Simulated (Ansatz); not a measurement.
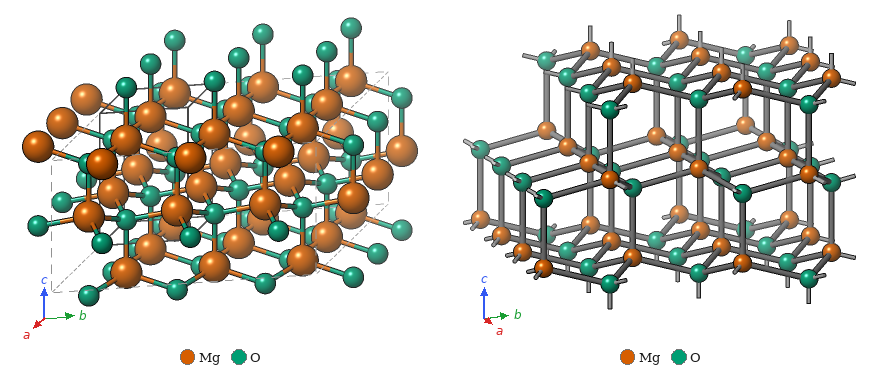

Left: the structure. Right: its underlying net. Nodes are coloured by element. Edges to nodes outside the piece are drawn as stubs.

MgO (space group P6_3mc, No. 186): the input geometry of an electronic-structure calculation (not necessarily at equilibrium).

Bonds are taken as Mg–O below 2.2 Å; no other contact counts. Simplification: prune 0- and 1-connected atoms, fold 2-connected ones into links.

The result is a uninodal 4-connected, three-periodic net: Mg and O are 4-connected nodes. It is the lon net, known from lonsdaleite, wurtzite and tridymite. It is a single net, without interpenetration.

```json
{"node": "Mg and O", "links": "4", "point symbol": "6⁶", "coordination sequence": "4 12 25 44 67 96 130 170 214 264"}
```
